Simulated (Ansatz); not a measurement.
Input of the run:

```
crystal:
  lattice:
    - [2.9355691563, 0.0, 0.0]
    - [-1.4677845781, 2.5422774639, 0.0]
    - [0.0, 0.0, 29.3666405453]
  atoms:
    - { symbol: Ag, position: [0.0, 0.0, 0.2553918276], spin: 1.0 }
    - { symbol: Ag, position: [0.6666666667, 0.3333333333, 0.3368762161] }
    - { symbol: Ag, position: [0.3333333333, 0.6666666667, 0.4183606045] }
    - { symbol: Ag, position: [0.6666666667, 0.3333333333, 0.5] }
    - { symbol: Ag, position: [0.3333333333, 0.6666666667, 0.5814843884] }
    - { symbol: Ag, position: [0.0, 0.0, 0.6629687769] }
    - { symbol: Ag, position: [0.3333333333, 0.6666666667, 0.7446081724], spin: 1.0 }
basis:
  ecutwfc: 420
kpoints:
  mp_grid: { grid: [12, 12, 1] }
hamiltonian:
  xc: pbe
scf:
  occupations: { method: gaussian, width: 0.1 }
output:
  forces: true
  stress: true
  eigenvalues: true
  populations: true
  write_density: true
  write_potential: true
  elf: true
  volumetric_format: npy
magnetization:
  spin_polarized: true
efield:
  axis: 3
  dipole_correction: true
  ramp_width: 0.04
```

Run as:
```bash
ansatz run input.yaml --threads 1 --pin off --max-ram 2560MiB --backend cpu --events-out ev --progress --plain --runs-dir out
```

What does the potential across the slab give for the work function?

The work function is 4.48 eV, the same on both faces. The two vacuum levels agree, so the slab has no net dipole along its normal. The outermost atoms are 14.4 Å apart, which leaves 15.0 Å of vacuum in a cell 29.4 Å high.

Some starting moments didn't survive the run.

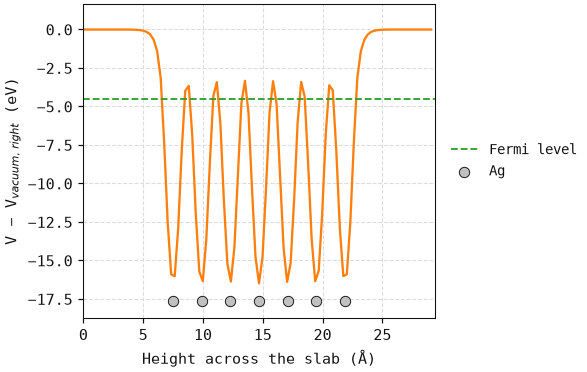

Plane-averaged electrostatic potential energy of an electron across the slab; circles at the bottom mark the heights of the atoms.
